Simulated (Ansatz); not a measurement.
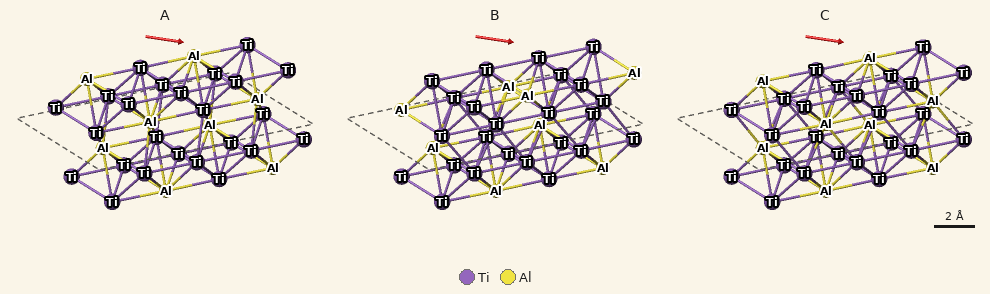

Energy scan for solid Ti$_{3}$Al (P6_3/mmc), in which the crystal above a cut along the (0 0 1) plane of the conventional cell (between a plane of Al/Ti below and one of Al/Ti above, 2.30 Å apart) is slid rigidly by fractions of an in-plane lattice vector 9.85 Å long (a generalised stacking fault). One cut stands in each cell, which starts 9.2 Å high; nothing is relaxed, and the dashed outline marks the cut, the arrow on top the direction of slip. A ball-and-stick model of the layers on both sides of the cut, seen obliquely from above.

These are results of DFT PBEsol, scalar-relativistic, plane waves, PAW (Ansatz), not measurements. (plane-wave cutoff 420 eV; k-point mesh 8 × 8 × 5; occupations gaussian; smearing width 0.15 eV; no spin polarisation). Energies (free energies at the smearing named) are counted from the relaxed crystal.

### Order these geometries by energy, lowest first.

Lowest first: C (the slip 0.00, 0 mJ/m²), B (the slip 0.50, 287 mJ/m²), A (the slip 0.917, 531 mJ/m²). Over the whole scan: the curve starts and ends at zero, since a full lattice vector restores the crystal. Its highest computed point is 1744 mJ/m² at slip 0.167. The local minimum at 0.333 (95 mJ/m²) is a metastable fault on this line; the lower of the two humps that part it from the perfect crystal is 1698 mJ/m² high. The local minimum at 0.50 (287 mJ/m²) is a metastable fault on this line; the lower of the two humps that part it from the perfect crystal is 1698 mJ/m² high. The path isn't symmetric about half-way. Relaxation across the fault would lower the values.
